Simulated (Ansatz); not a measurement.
Structure data:

```yaml
crystal:
  lattice:
    - [3.27010, 0.00000, 0.00000]
    - [-1.63505, 2.83199, 0.00000]
    - [0.00000, 0.00000, 35.78212]
  atoms:
    - { symbol: W, position: [0.66667, 0.33333, 0.40777] }
    - { symbol: W, position: [0.66667, 0.33333, 0.77723] }
    - { symbol: W, position: [0.33333, 0.66667, 0.22277] }
    - { symbol: W, position: [0.33333, 0.66667, 0.59223] }
    - { symbol: Se, position: [0.33333, 0.66667, 0.45458] }
    - { symbol: Se, position: [0.33333, 0.66667, 0.82397] }
    - { symbol: Se, position: [0.66667, 0.33333, 0.26958] }
    - { symbol: Se, position: [0.66667, 0.33333, 0.63904] }
    - { symbol: Se, position: [0.33333, 0.66667, 0.36096] }
    - { symbol: Se, position: [0.33333, 0.66667, 0.73042] }
    - { symbol: Se, position: [0.66667, 0.33333, 0.17603] }
    - { symbol: Se, position: [0.66667, 0.33333, 0.54542] }
```

Q: Characterise the structure given above.

A: Its composition is WSe$_{2}$. Cell content 4 W, 8 Se; Z = 4. Around each W lie six Se in a trigonal prismatic arrangement at 2.52 Å. Se sits among three W in a trigonal pyramidal arrangement at 2.52 Å. Not all metal-metal contacts are counted. The bonds build WSe2 layers parallel to (001).

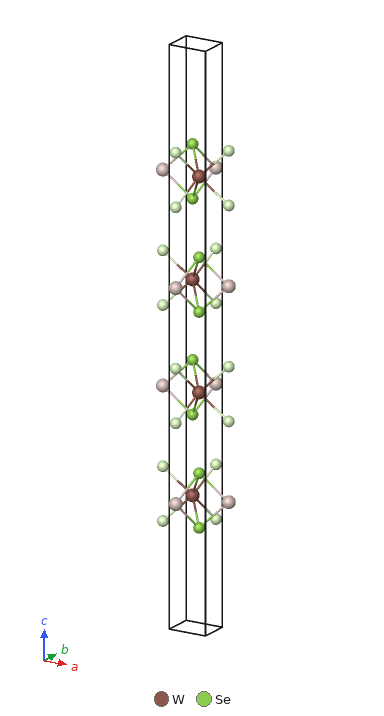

Crystal structure, ball-and-stick style, seen slightly off an axis. The wireframe shows the simulation cell. The bonded neighbours beyond the faces are included, in fainter colours.

The structure was taken from a structure listed in the Materials Project. Relaxation method: DFT, PBEsol, plane waves, PAW (Ansatz 0.2.0).
